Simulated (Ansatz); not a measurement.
Cell and atoms:

```
Mn O
1.0
     4.11824    0.00000    0.00000
     0.00000    4.24352    0.00000
     0.00000    0.00000    2.72213
Mn O
2 4
Cartesian
  0.0000 0.0000 0.0000
  2.0591 2.1218 1.3611
  3.2370 0.7513 1.3611
  2.9404 2.8730 0.0000
  1.1778 1.3705 0.0000
  0.8813 3.4923 1.3611
```

Q: Summarise the structure in words.

A: The solid is MnO₂. The structure has Pnnm (No. 58) symmetry and a primitive orthorhombic lattice. Atoms per cell: 6 (2 Mn, 4 O). The Mn atoms are each bonded to six O in a distorted octahedral arrangement at 1.79 to 1.81 Å. O is linked to three Mn at 1.79 to 1.81 Å. Not all metal-metal contacts are counted. The bonds build a three-dimensional framework.

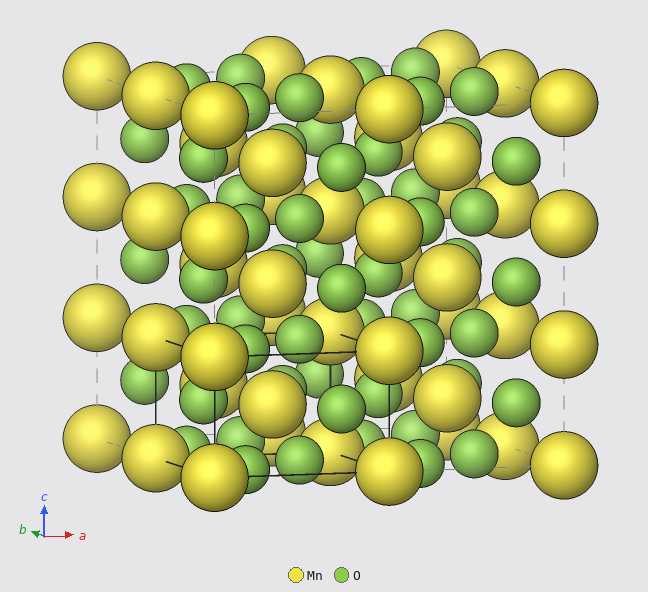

Spheres-only representation of a periodic structure, projected slightly off an axis. 2×2×3 cells are drawn; the solid outline is the conventional unit cell. Colours: manganese yellow, oxygen green.

Starting structure: a structure listed in the Materials Project. Earlier steps of the study may have refined or changed the cell and positions. Ansatz was used for an electronic-structure calculation on it.

At this level of theory the cell isn't at rest (compressed, at 61 GPa and forces up to 0.8 eV/Å), so its distances can differ from those at equilibrium, the more so the softer the solid.
